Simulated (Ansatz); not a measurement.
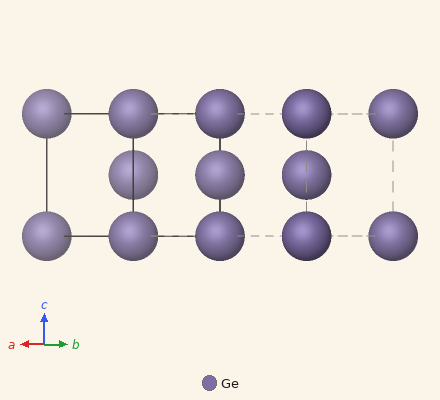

Ge (Im-3m, No. 229): the geometry relaxed with Ansatz 0.2.0, DFT, BLYP, plane waves (420 eV) with PAW, scalar-relativistic; the starting structure was generated, so it need not be a known form of this composition.

```
Ge
1.0
     3.50587    0.00000    0.00000
     0.00000    3.50587    0.00000
     0.00000    0.00000    3.50587
Ge
2
Direct
  0.00000 0.00000 0.00000
  0.50000 0.50000 0.50000
```

### What will an iDPC-like image along [110] show? Simulated as the projected potential of neutral atoms (B = 0.5 Å²) blurred by a 0.89 Å probe, the thin-sample limit of integrated differential phase contrast. Shot noise and the speckle of an amorphous layer were added.

The columns repeat on a rectangular net of 1.75 × 2.48 Å (plane group p2mm). All columns are alike (Ge). The shortest distance between visible columns is 1.75 Å in projection. Along the beam the structure repeats every 4.96 Å.

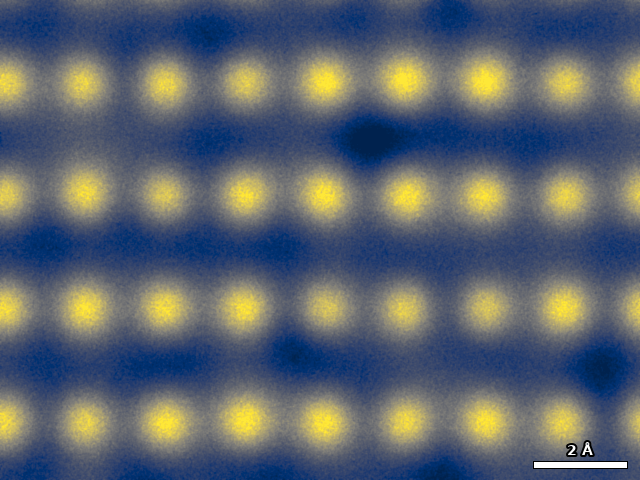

The simulated image.
